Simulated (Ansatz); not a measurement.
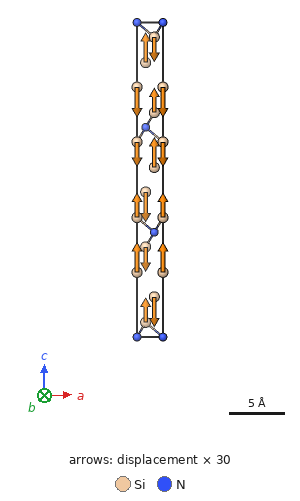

A relaxation of solid Si$_{4}$N (a generated structure, set up in R-3m). The starting structure is drawn; orange arrows show the displacements (the part carried along by the change of the cell is left out), magnified 30 times.

The picture is a ball-and-stick view of the conventional cell (3 times the calculation's cell), seen along the b axis. Lengths and directions refer to the drawn axes.

These are results of DFT PBE, scalar-relativistic, plane waves, PAW (Ansatz 0.2.0), not measurements. Set-up: plane-wave cutoff 420 eV; k-point mesh 18 × 18 × 18; occupations gaussian; smearing width 0.1 eV; no spin polarisation; cell and atoms relaxed; force threshold 0.01 eV/Å; at most 80 steps.

Q: Which element moves most?

A: Silicon: up to 0.093 Å, against 0.000 Å for nitrogen.

Q: What did the optimiser do to the structure, and how much energy did it gain?

A: The largest moves relative to the cell, 0.093 Å, are those of Si atoms. N stays in place. The volume changes by −0.7 %, with a = b 2.739 → 2.835 Å (+3.5 %), c 28.767 → 26.663 Å (−7.3 %). Some distances before and after: N–Si 2.072 → 2.102 Å. Bond angles that change, for instance: Si–N–Si 82.7° → 84.8°, N–Si–N 82.7° → 84.8°, Si–N–Si 97.3° → 95.2°. The space group stays R-3m (No. 166). Over 6 accepted moves (9 points after the start) the energy falls by 30.9 meV per atom. The largest force component goes from 0.21 to 0.00018 eV/Å. Pressure: 0.17 GPa at the start and 0.01 GPa at the end. The line search rejected the trial step at point 3 of the run. The SCF was repeated twice at an unchanged geometry on a basis and grid sized afresh for the cell, which shifted the energy by 0.6 meV per atom at most. The run took 8.2 min on 1 thread of Intel(R) Xeon(R) Processor @ 2.70GHz (shared host), peak memory 0.8 GiB.
